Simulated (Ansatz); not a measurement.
# Al₆₄As₆₄: single-point calculation (part 2 of 2)

Continued. System: Al₆₄As₆₄ (F-43m, 128 atoms in the cell). Method: DFT, HSE06, PAW, plane waves (Ansatz 0.2.0); cutoff 420 eV, 1×1×1 k-mesh, Fermi–Dirac smearing of 0.01 eV. The structure was built on a prototype by a generator.

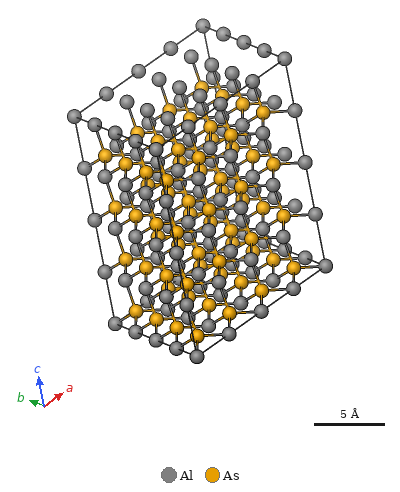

**Figure 1.** The structure (ball-and-stick view of the cell of the calculation, seen slightly off an axis).

```
hybrid outer 2: dexx = +1.515e-5 eV, tail = 4.48e-7 eV, Δε = 2.03e-3 eV (about 6.86e-5 eV left of the loop's levels)
NSCF: frozen V_eff on 1 k-points
hybrid SCF converged: 2 outer / 10 inner (+4 warm-up), last move |dexx| = 1.51e-5 eV, tail = 4.48e-7 eV
Stability not checked: this state was not tested for a lower state beside it, because the functional holds exact exchange (a hybrid, or Hartree-Fock), whose exchange loop this test does not read (fock_operator; see scf.lower_state_search)
Free energy (F): -345358.717787 eV
Harris-Foulkes:  -345358.717787 eV  (|F-HF|=7.87e-8)
Internal energy: -345358.717787 eV  (E = F + TS)
E sigma→0 (E₀):  -345358.717787 eV
Fermi energy:    6.911794 eV
--- Per-component energies (eV) ---
  E_band       = -19946.036329
  E_kinetic    = 8085.676409
  E_local      = -135728.831271  (includes V_loc(G=0)·N_el)
  E_nonlocal   = -42303.578794
  E_hartree    = 72660.767270
  E_xc         = -6185.015720
  E_vxc        = -5611.592482  (∫ρ·V_xc dr)
  E_exx        = -4158.222635  (= α·E_x^exact, valence–valence)
  E_paw        = -144690.927574  (= ΣΔE_a)
  E_vpaw       = 18607.188153  (= ΣTr[D̂ρ^β])
  E_aug_tail   = 0.000363  (compensation charges beyond the density's cutoff)
  E_ewald      = -92987.060122
  E_core_change = -51.525882  (= ΣΔE_core)
  E_smearing   = -0.000000  (= −TS)
  E_closure    = 0.000168  (closes the sum)
  Σ components = -345358.717787   (vs F -345358.717787, Δ=5.82e-11)
--- Forces (eV/Å), atoms counted from 1 ---
  atom   1  Al     0.00000000     0.00000000    -0.00000000
  atom   2  Al     0.00000000     0.00000000    -0.00000000
  atom   3  Al     0.00000000    -0.00000000    -0.00000000
  atom   4  Al     0.00000000     0.00000000    -0.00000000
  atom   5  Al     0.00000000     0.00000000    -0.00000000
  atom   6  Al     0.00000000     0.00000000    -0.00000000
  atom   7  Al     0.00000000     0.00000000    -0.00000000
  atom   8  Al     0.00000000     0.00000000    -0.00000000
  atom   9  Al     0.00000000     0.00000000    -0.00000000
  atom  10  Al     0.00000000     0.00000000    -0.00000000
  atom  11  Al    -0.00000000     0.00000000    -0.00000000
  atom  12  Al     0.00000000     0.00000000    -0.00000000
  atom  13  Al     0.00000000     0.00000000    -0.00000000
  atom  14  Al     0.00000000     0.00000000    -0.00000000
  atom  15  Al     0.00000000     0.00000000    -0.00000000
  atom  16  Al     0.00000000     0.00000000    -0.00000000
  atom  17  Al     0.00000000     0.00000000    -0.00000000
  atom  18  Al     0.00000000     0.00000000    -0.00000000
  atom  19  Al     0.00000000     0.00000000    -0.00000000
  atom  20  Al     0.00000000     0.00000000    -0.00000000
  atom  21  Al     0.00000000     0.00000000    -0.00000000
  atom  22  Al     0.00000000     0.00000000    -0.00000000
  atom  23  Al     0.00000000    -0.00000000    -0.00000000
  atom  24  Al     0.00000000     0.00000000    -0.00000000
  atom  25  Al     0.00000000     0.00000000    -0.00000000
  atom  26  Al     0.00000000     0.00000000    -0.00000000
  atom  27  Al     0.00000000     0.00000000    -0.00000000
  atom  28  Al     0.00000000     0.00000000    -0.00000000
  atom  29  Al     0.00000000     0.00000000    -0.00000000
  atom  30  Al    -0.00000000     0.00000000    -0.00000000
  atom  31  Al     0.00000000     0.00000000    -0.00000000
  atom  32  Al     0.00000000     0.00000000    -0.00000000
  atom  33  Al     0.00000000     0.00000000    -0.00000000
  atom  34  Al     0.00000000     0.00000000    -0.00000000
  atom  35  Al     0.00000000     0.00000000    -0.00000000
  atom  36  Al     0.00000000     0.00000000    -0.00000000
  atom  37  Al     0.00000000     0.00000000    -0.00000000
  atom  38  Al     0.00000000     0.00000000    -0.00000000
  atom  39  Al     0.00000000     0.00000000    -0.00000000
  atom  40  Al     0.00000000     0.00000000    -0.00000000
  atom  41  Al     0.00000000     0.00000000    -0.00000000
  atom  42  Al     0.00000000     0.00000000    -0.00000000
  atom  43  Al     0.00000000     0.00000000    -0.00000000
  atom  44  Al     0.00000000     0.00000000    -0.00000000
  atom  45  Al     0.00000000     0.00000000    -0.00000000
  atom  46  Al     0.00000000     0.00000000    -0.00000000
  atom  47  Al     0.00000000     0.00000000    -0.00000000
  atom  48  Al     0.00000000    -0.00000000    -0.00000000
  atom  49  Al     0.00000000     0.00000000    -0.00000000
  atom  50  Al     0.00000000     0.00000000    -0.00000000
  atom  51  Al     0.00000000     0.00000000    -0.00000000
  atom  52  Al     0.00000000     0.00000000    -0.00000000
  atom  53  Al     0.00000000     0.00000000    -0.00000000
  atom  54  Al     0.00000000     0.00000000    -0.00000000
  atom  55  Al     0.00000000     0.00000000    -0.00000000
  atom  56  Al     0.00000000     0.00000000    -0.00000000
  atom  57  Al     0.00000000     0.00000000    -0.00000000
  atom  58  Al     0.00000000     0.00000000    -0.00000000
  atom  59  Al     0.00000000     0.00000000    -0.00000000
  atom  60  Al     0.00000000     0.00000000    -0.00000000
  atom  61  Al     0.00000000     0.00000000    -0.00000000
  atom  62  Al     0.00000000    -0.00000000    -0.00000000
  atom  63  Al     0.00000000    -0.00000000    -0.00000000
  atom  64  Al     0.00000000     0.00000000    -0.00000000
  atom  65  As    -0.00000000    -0.00000000    -0.00000000
  atom  66  As    -0.00000000    -0.00000000     0.00000000
  atom  67  As     0.00000000     0.00000000    -0.00000000
  atom  68  As    -0.00000000     0.00000000    -0.00000000
  atom  69  As    -0.00000000    -0.00000000    -0.00000000
  atom  70  As    -0.00000000     0.00000000    -0.00000000
  atom  71  As    -0.00000000     0.00000000    -0.00000000
  atom  72  As    -0.00000000    -0.00000000    -0.00000000
  atom  73  As    -0.00000000     0.00000000     0.00000000
  atom  74  As    -0.00000000     0.00000000     0.00000000
  atom  75  As    -0.00000000    -0.00000000     0.00000000
  atom  76  As    -0.00000000     0.00000000    -0.00000000
  atom  77  As    -0.00000000    -0.00000000    -0.00000000
  atom  78  As    -0.00000000    -0.00000000     0.00000000
  atom  79  As    -0.00000000     0.00000000    -0.00000000
  atom  80  As    -0.00000000     0.00000000    -0.00000000
  atom  81  As    -0.00000000     0.00000000     0.00000000
  atom  82  As     0.00000000     0.00000000     0.00000000
  atom  83  As    -0.00000000     0.00000000     0.00000000
  atom  84  As     0.00000000    -0.00000000    -0.00000000
  atom  85  As    -0.00000000     0.00000000     0.00000000
  atom  86  As    -0.00000000     0.00000000     0.00000000
  atom  87  As    -0.00000000    -0.00000000    -0.00000000
  atom  88  As    -0.00000000     0.00000000    -0.00000000
  atom  89  As    -0.00000000     0.00000000    -0.00000000
  atom  90  As    -0.00000000     0.00000000     0.00000000
  atom  91  As    -0.00000000     0.00000000    -0.00000000
  atom  92  As     0.00000000     0.00000000     0.00000000
  atom  93  As    -0.00000000     0.00000000     0.00000000
  atom  94  As    -0.00000000     0.00000000     0.00000000
  atom  95  As    -0.00000000     0.00000000     0.00000000
  atom  96  As    -0.00000000     0.00000000     0.00000000
  atom  97  As    -0.00000000    -0.00000000     0.00000000
  atom  98  As    -0.00000000     0.00000000     0.00000000
  atom  99  As    -0.00000000     0.00000000     0.00000000
  atom 100  As    -0.00000000     0.00000000     0.00000000
  atom 101  As    -0.00000000     0.00000000    -0.00000000
  atom 102  As    -0.00000000    -0.00000000    -0.00000000
  atom 103  As    -0.00000000     0.00000000    -0.00000000
  atom 104  As    -0.00000000     0.00000000    -0.00000000
  atom 105  As    -0.00000000    -0.00000000    -0.00000000
  atom 106  As    -0.00000000    -0.00000000    -0.00000000
  atom 107  As    -0.00000000    -0.00000000     0.00000000
  atom 108  As    -0.00000000    -0.00000000    -0.00000000
  atom 109  As    -0.00000000     0.00000000    -0.00000000
  atom 110  As    -0.00000000     0.00000000     0.00000000
  atom 111  As    -0.00000000     0.00000000     0.00000000
  atom 112  As    -0.00000000     0.00000000     0.00000000
  atom 113  As    -0.00000000    -0.00000000    -0.00000000
  atom 114  As     0.00000000    -0.00000000    -0.00000000
  atom 115  As    -0.00000000    -0.00000000     0.00000000
  atom 116  As    -0.00000000     0.00000000    -0.00000000
  atom 117  As    -0.00000000     0.00000000    -0.00000000
  atom 118  As    -0.00000000     0.00000000     0.00000000
  atom 119  As    -0.00000000     0.00000000    -0.00000000
  atom 120  As    -0.00000000     0.00000000    -0.00000000
  atom 121  As    -0.00000000     0.00000000     0.00000000
  atom 122  As    -0.00000000    -0.00000000     0.00000000
  atom 123  As    -0.00000000     0.00000000     0.00000000
  atom 124  As    -0.00000000     0.00000000    -0.00000000
  atom 125  As    -0.00000000    -0.00000000    -0.00000000
  atom 126  As    -0.00000000     0.00000000    -0.00000000
  atom 127  As    -0.00000000     0.00000000    -0.00000000
  atom 128  As    -0.00000000    -0.00000000    -0.00000000
  max |Σ_I F_I| component: 9.09e-23 eV/Å
--- Band table (eV) ---
  k-point 0: bands = ["-31.8203", "-31.8203", "-31.8203", "-31.8200", "-31.8200", "-31.8200", "-31.8200", "-31.8200", "-31.8200", "-31.8197", ... 494 levels left out ..., "4.1198", "4.1198", "4.1198", "4.1198", "4.1198", "4.1198", "4.1198", "4.1198", "4.1198", "4.1198", "4.1198", "4.1198", "4.1198", "4.1198", "4.1198", "4.1198", "4.1198", "4.1198", "4.1198", "4.1198", "4.1198", "4.4227", "4.4227", "4.4227", "4.4227", "4.4227", "4.4227", "4.4227", "4.4227",
      "4.4227", "4.4227", "4.4227", "4.4227", "4.8994", "4.8994", "4.8994", "4.8994", "4.8994", "4.8994", "4.8994", "4.8994", "4.8994", "4.8994", "4.8994", "4.8994", "4.9692", "4.9692", "4.9692", "4.9692", "4.9692", "4.9692", "4.9692", "4.9692", "5.3507", "5.3507", "5.3507", "5.3507", "5.3507", "5.3507", "5.3507", "5.3507", "5.3507", "5.3507", "5.3507", "5.3507", "5.3507", "5.3507", "5.3507", "5.3507",
      "5.8614", "5.8614", "5.8614", "7.9621", "7.9621", "7.9621", "8.7862", "8.7862", "8.7862", "8.7862", "8.7893", "8.8659", "8.8659", "8.8659", "9.1574", "9.1574", "9.1574", "9.1574", "9.1574", "9.1574", "9.1574", "9.1574", "9.1574", "9.1574", "9.1574", "9.1574", "9.1574", "9.1574", "9.1574", "9.1574", "9.1574", "9.1574", "9.1574", "9.1574", "9.1574", "9.1574", "9.1574", "9.1574", "9.1834", "9.1834",
      "9.1834", "9.1834", "9.1834", "9.1834", "9.2970", "9.2970", "9.2970", "9.2970", "9.2970", "9.2970", "9.2970", "9.2970", "10.0778", "10.0778", "10.0778", "10.0778", "10.0778", "10.0778", "10.0778", "10.0778", "10.0778", "10.0778", "10.0778", "10.0778", "10.4568", "10.4568", "10.4568", "10.4568", "10.4568", "10.4568", "10.9526", "10.9526", "10.9526", "10.9526", "10.9526", "10.9526", "11.0093", "11.0093", "11.0093", "11.3989",
      "11.3989", "11.3989", "11.3989", "11.3989", "11.3989", "11.3989", "11.3989", "11.6663", "11.6663", "11.6663", "11.6663", "11.6663", "11.6663", "11.6663", "11.6663", "11.6663", "11.6663", "11.6663", "11.6663", "11.6663", "11.6663", "11.6663", "11.6663", "11.9032", "11.9032", "11.9032", "11.9032", "11.9032", "11.9032", "11.9032", "11.9032", "11.9032", "11.9032", "11.9032", "11.9032", "11.9032", "11.9032", "11.9032", "11.9032", "11.9032",
      "11.9032", "11.9032", "11.9032", "11.9032", "11.9032", "11.9032", "11.9032", "12.4814", "12.4814", "12.4815", "12.4815"]
--- Löwdin populations: 128 sites ---
  site symbol       q [e]
     0     Al      2.5561
     1     Al      2.5561
     2     Al      2.5561
     3     Al      2.5561
     4     Al      2.5561
     5     Al      2.5561
     6     Al      2.5561
     7     Al      2.5561
     8     Al      2.5561
     9     Al      2.5561
    10     Al      2.5561
    11     Al      2.5561
    12     Al      2.5561
    13     Al      2.5561
    14     Al      2.5561
    15     Al      2.5561
    16     Al      2.5561
    17     Al      2.5561
    18     Al      2.5561
    19     Al      2.5561
    20     Al      2.5561
    21     Al      2.5561
    22     Al      2.5561
    23     Al      2.5561
    24     Al      2.5561
    25     Al      2.5561
    26     Al      2.5561
    27     Al      2.5561
    28     Al      2.5561
    29     Al      2.5561
    30     Al      2.5561
    31     Al      2.5561
    32     Al      2.5561
    33     Al      2.5561
    34     Al      2.5561
    35     Al      2.5561
    36     Al      2.5561
    37     Al      2.5561
    38     Al      2.5561
    39     Al      2.5561
    40     Al      2.5561
    41     Al      2.5561
    42     Al      2.5561
    43     Al      2.5561
    44     Al      2.5561
    45     Al      2.5561
    46     Al      2.5561
    47     Al      2.5561
    48     Al      2.5561
    49     Al      2.5561
    50     Al      2.5561
    51     Al      2.5561
    52     Al      2.5561
    53     Al      2.5561
    54     Al      2.5561
    55     Al      2.5561
    56     Al      2.5561
    57     Al      2.5561
    58     Al      2.5561
    59     Al      2.5561
    60     Al      2.5561
    61     Al      2.5561
    62     Al      2.5561
    63     Al      2.5561
    64     As     15.3890
    65     As     15.3890
    66     As     15.3890
    67     As     15.3890
    68     As     15.3890
    69     As     15.3890
    70     As     15.3890
    71     As     15.3890
    72     As     15.3890
    73     As     15.3890
    74     As     15.3890
    75     As     15.3890
    76     As     15.3890
    77     As     15.3890
    78     As     15.3890
    79     As     15.3890
    80     As     15.3890
    81     As     15.3890
    82     As     15.3890
    83     As     15.3890
    84     As     15.3890
    85     As     15.3890
    86     As     15.3890
    87     As     15.3890
    88     As     15.3890
    89     As     15.3890
    90     As     15.3890
    91     As     15.3890
    92     As     15.3890
    93     As     15.3890
    94     As     15.3890
    95     As     15.3890
    96     As     15.3890
    97     As     15.3890
    98     As     15.3890
    99     As     15.3890
   100     As     15.3890
   101     As     15.3890
   102     As     15.3890
   103     As     15.3890
   104     As     15.3890
   105     As     15.3890
   106     As     15.3890
   107     As     15.3890
   108     As     15.3890
   109     As     15.3890
   110     As     15.3890
   111     As     15.3890
   112     As     15.3890
   113     As     15.3890
   114     As     15.3890
   115     As     15.3890
   116     As     15.3890
   117     As     15.3890
   118     As     15.3890
   119     As     15.3890
   120     As     15.3890
   121     As     15.3890
   122     As     15.3890
   123     As     15.3890
   124     As     15.3890
   125     As     15.3890
   126     As     15.3890
   127     As     15.3890
  spilling = 0.003051 (of n_electrons = 1152.000000)
```
